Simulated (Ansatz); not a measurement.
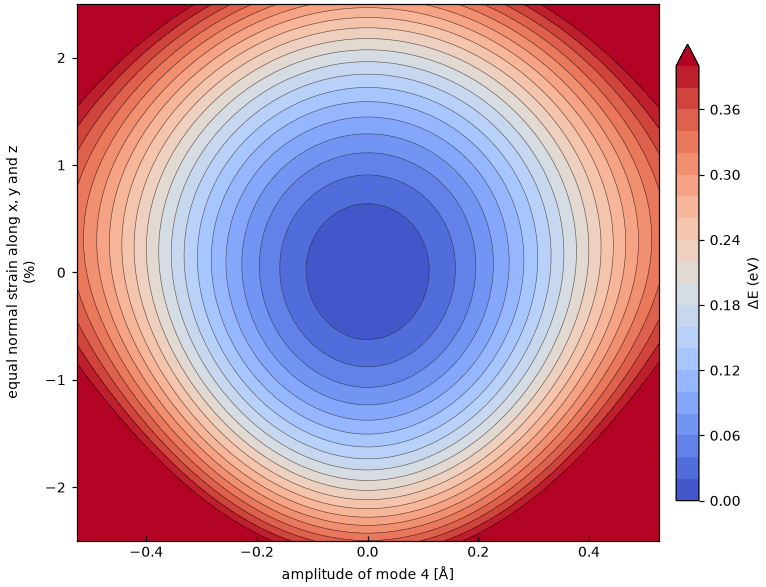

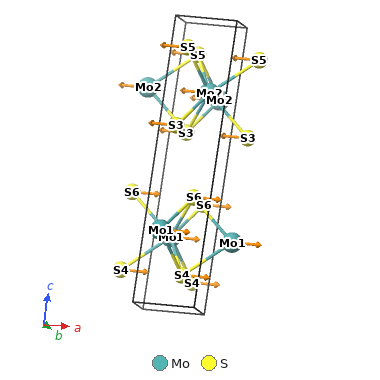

Energy landscape of MoS2 (P6_3/mmc, No. 194; 6 atoms in the cell). The energy is mapped over a normal mode and a strain (zone-centre modes of the 6-atom cell of this scan) (x along [1 0 0], y along [1 2 0], z along [0 0 1] of the conventional cell). Coordinates scanned: (1) amplitude of mode 4 (53 cm⁻¹), largest displacement in the unstrained cell; (2) equal normal strain along x, y and z. Nothing is relaxed (the pattern is fixed in fractional coordinates). Grid: 7 × 7 points; 28 points were computed and 21 follow by symmetry. Points are written as (first, second). All energies are given in eV per cell relative to the lowest grid point. Method: Ansatz 0.2.0, DFT LDA+D3(BJ), scalar-relativistic, plane waves, PAW. Settings: cutoff 420 eV, k-mesh 12×12×4 in the order of the run's cell vectors, gaussian smearing 0.05 eV, no spin polarisation.

The picture shows filled contours, one colour for all values above the top of the scale. Between grid points the surface is interpolated. The second picture is the structure at the lowest point

Describe this landscape.

Answer. The lowest grid point is at (0.000 Å, 0.00 %). No other kind of well shows on this grid. The highest grid point, (−0.526 Å, −2.50 %), lies 0.764 eV above the lowest.

Time for the 28 points that were run: 16 min on 2 threads of Arm Neoverse N1 (shared host).

PAW datasets: the set soft_1.
